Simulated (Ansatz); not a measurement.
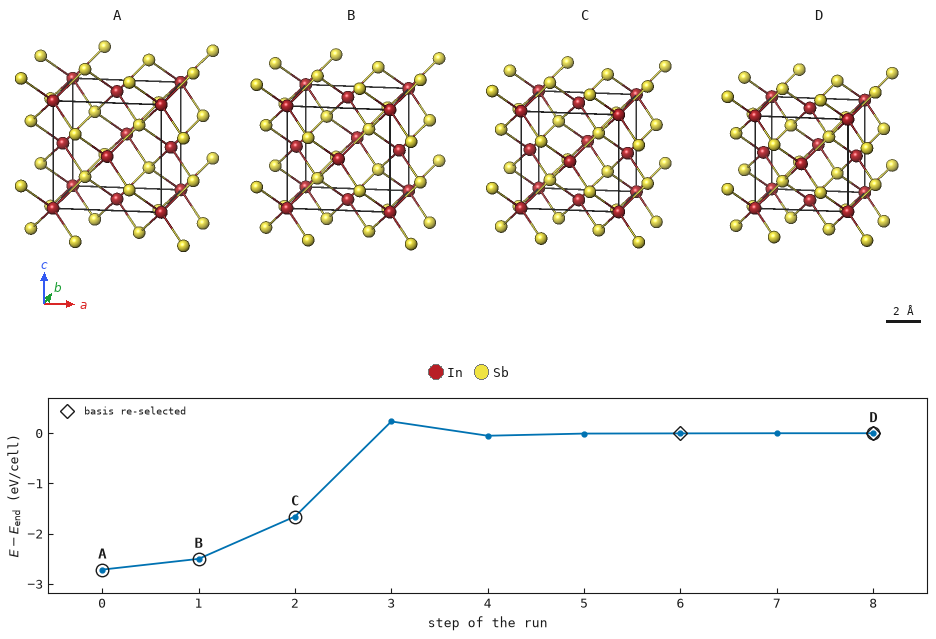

Frames of a relaxation of crystalline InSb (set up in F-43m), marked on the history of the run. A ball-and-stick model of the conventional cell (4 times the calculation's cell), seen slightly off an axis. Lengths and directions refer to the drawn axes.

Case: relaxed at 50 GPa.

Method: DFT PBE, scalar-relativistic, plane waves, PAW (Ansatz 0.2.0). (plane-wave cutoff 420 eV; k-point mesh 12 × 12 × 12; occupations fermi dirac; smearing width 0.15 eV; target pressure 50 GPa; no spin polarisation; cell and atoms relaxed; force threshold 0.001 eV/Å; at most 60 steps)

> What happens along the run?

After 6 accepted moves (8 points after the start) the energy has risen by 2.714 eV per cell of the calculation. With the target pressure of 50 GPa, the enthalpy E + pV changes by −5.673 eV per cell of the calculation. All forces vanish by symmetry, so only the cell relaxes. The pressure goes from 0.00 to 50.00 GPa. At 2 points the geometry stayed and the basis and grid were re-selected for the new cell (energy shift of 3.7 meV per cell of the calculation at most each time). No atom moves by more than 0.005 Å relative to the cell. The drawn cell changes as follows: a = b = c 6.637 → 5.697 Å (−14.2 %); the volume changes by −36.8 %. Some distances before and after: In–Sb 2.874 → 2.467 Å. The space group stays F-43m (No. 216). From step 0 to 1: volume −13.9 %, energy +0.214 eV per cell of the calculation. From step 1 to 2: volume −14.6 %, energy +0.842 eV per cell of the calculation. From step 2 to 8: volume −14.0 %, energy +1.658 eV per cell of the calculation.

| step | E − E(0), meV/atom | pressure, GPa | volume, Å³/atom | note |
| --- | --- | --- | --- | --- |
| 0 | 0.00 | 0.00 | 36.547 |  |
| 1 | 106.90 | 7.87 | 31.459 |  |
| 2 | 528.11 | 23.60 | 26.866 |  |
| 3 | 1474.00 | 53.75 | 22.743 |  |
| 4 | 1331.93 | 49.31 | 23.185 |  |
| 5 | 1353.51 | 49.99 | 23.116 |  |
| 6 | 1355.36 | 49.95 | 23.116 | same geometry, new basis |
| 7 | 1356.88 | 50.00 | 23.111 |  |
| 8 | 1356.89 | 50.00 | 23.111 | same geometry, new basis |
